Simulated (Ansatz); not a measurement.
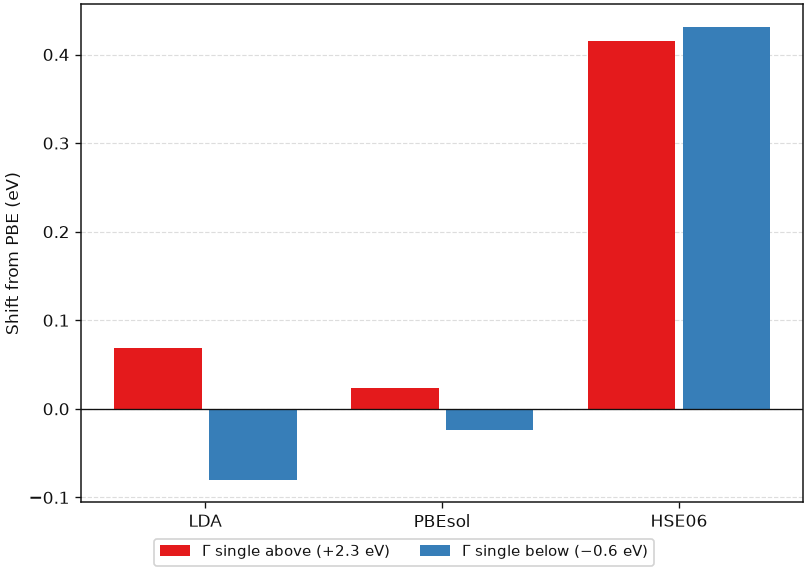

Levels near the Fermi level of Cd₃Se, space group I4/mmm (No. 139), 4 atoms in the primitive cell (a = 4.082 Å, c = 12.174 Å (tetragonal axes)), a metal, by four methods on one cell, as shifts from PBE. Each level is counted from the Fermi level of its run and named by k point, degeneracy (spin aside) and side; the legend gives its PBE energy.

Question: Which method departs most from PBE, and how?

Answer: HSE06: it moves Γ single above by +0.41 eV and Γ single below by +0.43 eV. At these levels the other methods stay within 0.08 eV of PBE.

| method | Γ single above (eV) | Γ single below (eV) |
| --- | --- | --- |
| LDA | 2.41 | −0.65 |
| PBE | 2.34 | −0.57 |
| PBEsol | 2.36 | −0.59 |
| HSE06 | 2.76 | −0.14 |

Settings. LDA: Ansatz PAW, 9×9×9 k mesh, 420 eV cutoff, Fermi-Dirac smearing of 0.05 eV (Ansatz 0.2.0). PBE: Ansatz PAW, 9×9×9 k mesh, 420 eV cutoff, Fermi-Dirac smearing of 0.05 eV (Ansatz). PBEsol: Ansatz PAW, 9×9×9 k mesh, 420 eV cutoff, Fermi-Dirac smearing of 0.05 eV (Ansatz 0.2.0). HSE06: Ansatz PAW, 6×6×6 k mesh, 420 eV cutoff, Fermi-Dirac smearing of 0.05 eV (Ansatz 0.2.0). No run carries moments or holds spin-orbit coupling.

Spin-orbit coupling is left out, which matters for Se. The cell comes from a database of computed structures, and whether it is the stable form of this composition wasn't checked. LDA, PBEsol and HSE06: the PAW data sets were made with another functional. LDA, PBE and PBEsol: the k mesh is thin for a metal, so its Fermi level is uncertain. HSE06: the k mesh is coarse, so the values aren't converged, least of all with exact exchange. The meshes or smearings differ, which moves the Fermi levels.
